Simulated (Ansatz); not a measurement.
System: Sn.

Calculation (Ansatz 0.2.0): a formula put on the sites of a structure type, uncorrected energy per atom over the elements' standard states (H N O F Cl as gases), plane-wave PAW DFT, cell and atoms relaxed at 0 K and 0 GPa, spin start parallel or as listed, metals to 4 meV/atom. Level: PBE, no spin polarisation.

```json
{"setting": "wave cutoff", "value": "420 eV"}
```

The names give the starting types; a cell can relax into another structure.

What does the calculation give for the energy above the element's standard state of each starting structure type? The cases: P type; omega type; Ba type; graphite type; trigonal selenium type; simple hexagonal.

The same space group, volume and energy are reached by trigonal selenium type and P type (No. 221); and by simple hexagonal and Ba type (No. 191). The lowest are simple hexagonal and Ba type, which are equal within what the calculation resolves; the next, P type, is 0.030 eV/atom higher.

```csv
starting structure type,energy above the element's standard state (eV/atom),volume per atom (Å³),final space group number
P type,0.072,29.42,221
omega type,0.074,27.82,191
Ba type,0.043,28.42,191
graphite type,0.298,34.34,194
trigonal selenium type,0.072,29.41,221
simple hexagonal,0.042,28.42,191
```

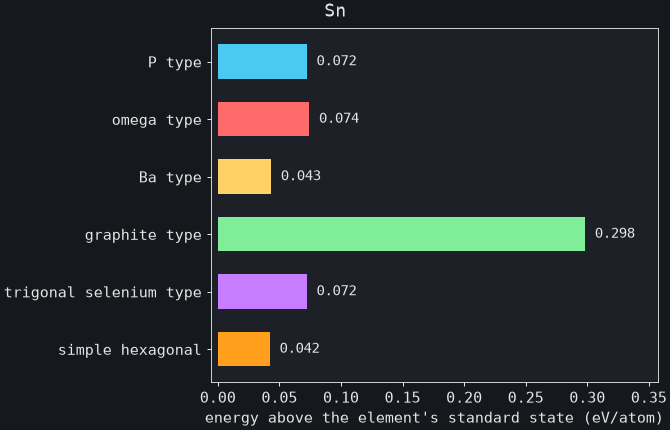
